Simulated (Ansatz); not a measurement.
## A series of single points on NiSi

System: NiSi (Pm, 4 atoms in the cell).
Method: DFT PBE, scalar-relativistic, plane waves, PAW, no spin polarisation (Ansatz 0.2.0).

The 5 runs differ only in the geometry, by a shift of atoms along one path in a fixed cell. The shift s is measured from run 3: Ni3 moves along the Cartesian direction (0.00, 0.00, 1.00). The structure derives from an entry of the Crystallography Open Database.

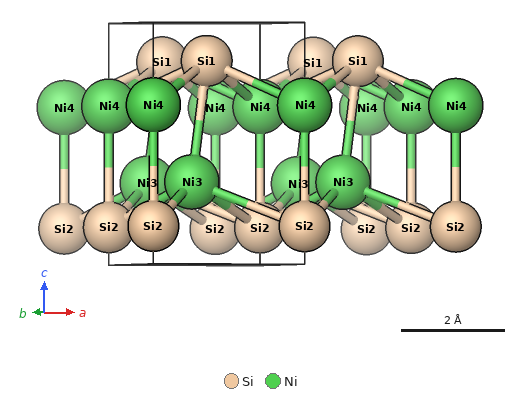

Figure 1. The structure of run 3 (ball-and-stick view of the cell of the calculation, repeated 2 × 2 × 1, seen at an oblique angle; atoms are numbered from 1 in the order of the input). An atom can appear more than once, as a periodic image.

**Input of run 3**
```yaml
crystal:
  lattice:
    - [3.055283566, 0.0, 0.0]
    - [0.0, 3.2583147222, 0.0]
    - [0.0, 0.0, 4.7093899546]
  atoms:
    - { symbol: Si, position: [0.5, 0.5, 0.8431827244] }
    - { symbol: Si, position: [0.0, 0.0, 0.1568172756] }
    - { symbol: Ni, position: [0.4018094414, 0.5, 0.3423059767] }
    - { symbol: Ni, position: [0.0, 0.0, 0.6576940233] }
basis:
  ecutwfc: 420
kpoints:
  mp_grid: { grid: [16, 14, 10] }
hamiltonian:
  xc: pbe
scf:
  occupations: { method: gaussian, width: 0.15 }
output:
  forces: true
  stress: true
  eigenvalues: true
```

Command:
```bash
ansatz run input.yaml --threads 2 --pin off --max-ram 5120MiB --backend cpu --events-out ev --progress --plain --runs-dir out
```

Run 2 differs from it as follows:
```diff
-    - { symbol: Ni, position: [0.4018094414, 0.5, 0.3423059767] }
+    - { symbol: Ni, position: [0.4018094414, 0.5, 0.3104547175] }
```

**Results, with one run withheld**

| run | shift s of Ni3 (Å) | free energy per atom, from the lowest run given (meV) | pressure (GPa) | force along the path (eV/Å) |
| --- | --- | --- | --- | --- |
| 1 | −0.3000 | 162.90 | 12.79 | 4.519 |
| 2 | −0.1500 | ? | ? | ? |
| 3 | 0.0000 | 0.00 | 3.37 | 0.146 |
| 4 | 0.1500 | 28.93 | 3.39 | −1.704 |
| 5 | 0.3000 | 131.69 | 6.73 | −3.869 |

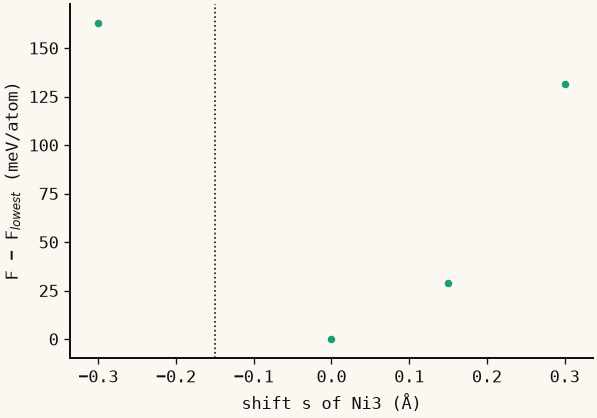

Figure 2. Free energy per atom of the runs given; the dotted line marks run 2.

Fit the runs given and predict run 2.

A quadratic polynomial in the coordinate, fitted to the 4 runs given, misses them by at most 0.05 meV per atom. With x = s − 0.0375, it reads F = 0.3099 + 70.713 x + 1637 x² (meV per atom). At run 2 it gives 44.60 meV per atom, and the run itself gives 41.08. The slope of the fit gives a force −dF/ds of 2.173 eV/Å along the path (summed over the atoms that move), and the printed forces give 2.093 eV/Å. The fit has its minimum at s = 0.0159 Å. The fit misses that run by 3.52 meV per atom.

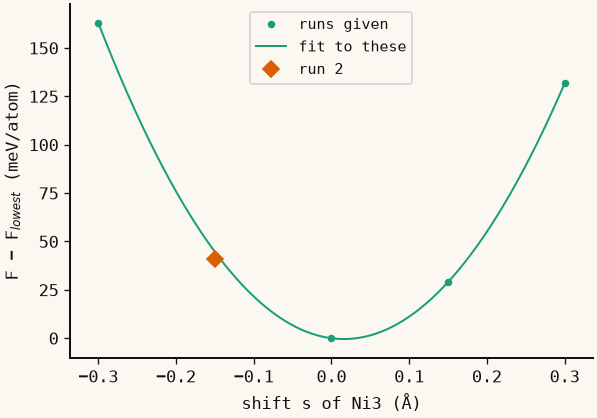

Figure 3. The fit and the withheld run.

**Output, shortened to warnings, some set-up lines, iterations and results (run 2)**
```
Basis set: ecut = 420 eV, 919 PW (Γ), exchange–correlation on 48×48×64 points (8 copies of the dense FFT grid, shifted against one another)
Symmetry: 2 space group operations
k-points: 656 of 2240 (time reversal used)
Initial density: superposition of atomic densities (neutral atoms: chi_scale 0, normalization atom), corrected by the library's trained network
[...]
SCF iter   1: F=—  HF=-12952.430309 eV  |F-HF|=—  |Δ(HF+E_count)|=         —  Δρ=4.97e-3  dr2=3.46e-3  ethr=1.77e-3  ⟨swp⟩=5.1  Hψ=74312  notcnv=0
SCF iter   2: F=—  HF=-12952.429558 eV  |F-HF|=—  |Δ(HF+E_count)|=   7.51e-4  Δρ=2.51e-3  dr2=1.28e-3  ethr=7.86e-6  ⟨swp⟩=2.0  Hψ=30913  notcnv=0
SCF iter   3: F=—  HF=-12952.429350 eV  |F-HF|=—  |Δ(HF+E_count)|=   2.08e-4  Δρ=6.42e-4  dr2=1.12e-4  ethr=2.91e-6  ⟨swp⟩=2.6  Hψ=28104  notcnv=0
SCF iter   4: F=—  HF=-12952.429330 eV  |F-HF|=—  |Δ(HF+E_count)|=   1.99e-5  Δρ=1.92e-4  dr2=1.48e-5  ethr=2.54e-7  ⟨swp⟩=2.3  Hψ=26859  notcnv=0
SCF iter   5: F=—  HF=-12952.429339 eV  |F-HF|=—  |Δ(HF+E_count)|=   8.92e-6  Δρ=7.14e-5  dr2=1.65e-6  ethr=3.37e-8  ⟨swp⟩=2.1  Hψ=26703  notcnv=0
SCF iter   6: F=-12952.429339 eV  HF=-12952.429339 eV  |F-HF|=3.75e-8  |Δ(HF+E_count)|=   2.12e-7  Δρ=1.20e-5  dr2=5.35e-8  ethr=2.27e-10  ⟨swp⟩=5.4  Hψ=82665  notcnv=0
SCF 1 converged in 6 iterations: F = -12952.429339 eV  dr2 = 5.35e-8
SCF converged after 6 iterations
Free energy (F): -12952.429339 eV
Harris-Foulkes:  -12952.429339 eV  (|F-HF|=3.75e-8)
Internal energy: -12952.415892 eV  (E = F + TS)
E sigma→0 (E₀):  -12952.422616 eV
Entropy (-TS):   -0.013447 eV (-3.362 meV/atom)
Fermi energy:    15.523656 eV
--- Per-component energies (eV) ---
  E_band       = -621.442957
  E_kinetic    = 658.674072
  E_local      = -8851.578019  (includes V_loc(G=0)·N_el)
  E_nonlocal   = 1322.050874
  E_hartree    = 3814.582785
  E_xc         = -285.300182
  E_vxc        = -319.413982  (∫ρ·V_xc dr)
  E_paw        = -4287.294175  (= ΣΔE_a)
  E_vpaw       = -1060.336299  (= ΣTr[D̂ρ^β])
  E_aug_tail   = 0.001044  (compensation charges beyond the density's cutoff)
  E_ewald      = -5323.552292
  E_smearing   = -0.013447  (= −TS)
  E_closure    = 0.000000  (closes the sum)
  Σ components = -12952.429339   (vs F -12952.429339, Δ=0.00e0)
--- Forces (eV/Å), atoms counted from 1 ---
  atom   1  Si    -0.15237629     0.00000000    -1.03385597
  atom   2  Si    -1.47971767     0.00000000    -0.89758402
  atom   3  Ni     2.10858345     0.00000000     2.09272016
  atom   4  Ni    -0.47642929     0.00000000    -0.16133662
  max |Σ_I F_I| component: 6.02e-5 eV/Å
--- Stress (GPa, compression-positive) ---
        2.583379       0.000000       4.283958
        0.000000       8.536879       0.000000
        4.283953       0.000000       8.328458
  P = ⅓ Tr σ = 6.4829 GPa (64.829 kbar)
```

Notes: The run has no spin polarisation, so a magnetic state may lie lower.
